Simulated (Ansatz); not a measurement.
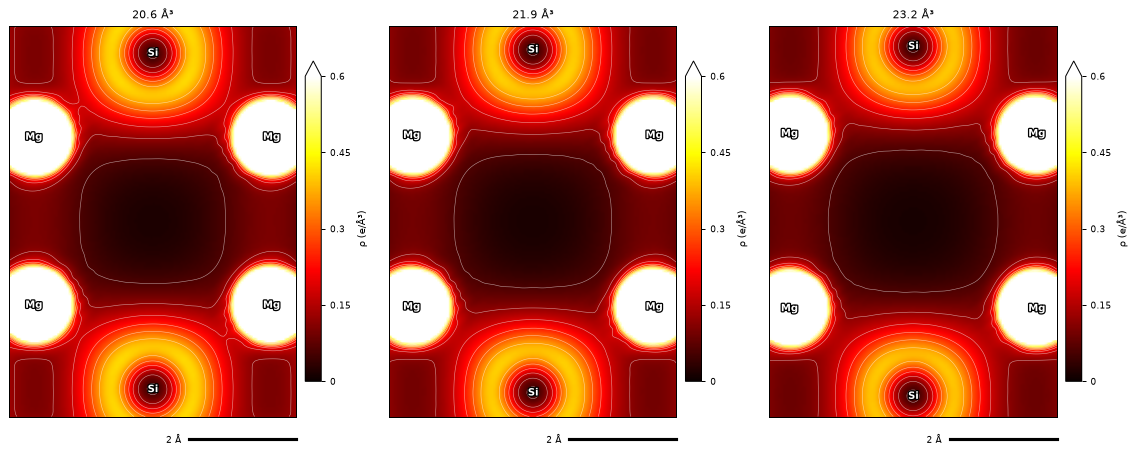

Mg$_{2}$Si. The valence charge density (pseudo) of cells scaled evenly to different volumes (given per atom above each panel), on the (101̄) plane of each (indices in the axes of the cell below), at one length scale and on one colour scale.

Started from the antifluorite prototype, which need not be the ambient phase.

These are results of DFT, PBE, plane waves, PAW in Ansatz, not measurements.

Core electrons are frozen (PAW), and the valence fields are smoothed inside the atomic spheres.

The largest cell:

```yaml
crystal:
  lattice:
    - [0.00000, 3.29572, 3.29572]
    - [3.29572, 0.00000, 3.29572]
    - [3.29572, 3.29572, 0.00000]
  atoms:
    - { symbol: Si, position: [0.00000, 0.00000, 0.00000] }
    - { symbol: Mg, position: [0.25000, 0.25000, 0.25000] }
    - { symbol: Mg, position: [0.75000, 0.75000, 0.75000] }
```

| volume (Å³/atom) | Mg–Si contact in the plane (Å) | ρ at its midpoint (e/Å³) | pressure (GPa) | 
| --- | --- | --- | --- |
| 20.59 | 2.717 | 0.238 | 2.5 | 
| 21.22 | 2.744 | ? | ? | 
| 21.86 | 2.772 | 0.222 | −0.9 | 
| 23.18 | 2.827 | 0.207 | −3.5 | 
| 23.86 | 2.854 | 0.201 | −4.6 | 

### What values belong in the row with question marks?

Over the known rows ln ρ falls by 1.24 per Å of Mg–Si distance (a least-squares line), which gives 0.230 e/Å³ at 2.744 Å; the calculation gives 0.230 e/Å³. For the pressure, a straight line in volume between the neighbouring rows gives 0.8 GPa; the calculation gives 0.7.
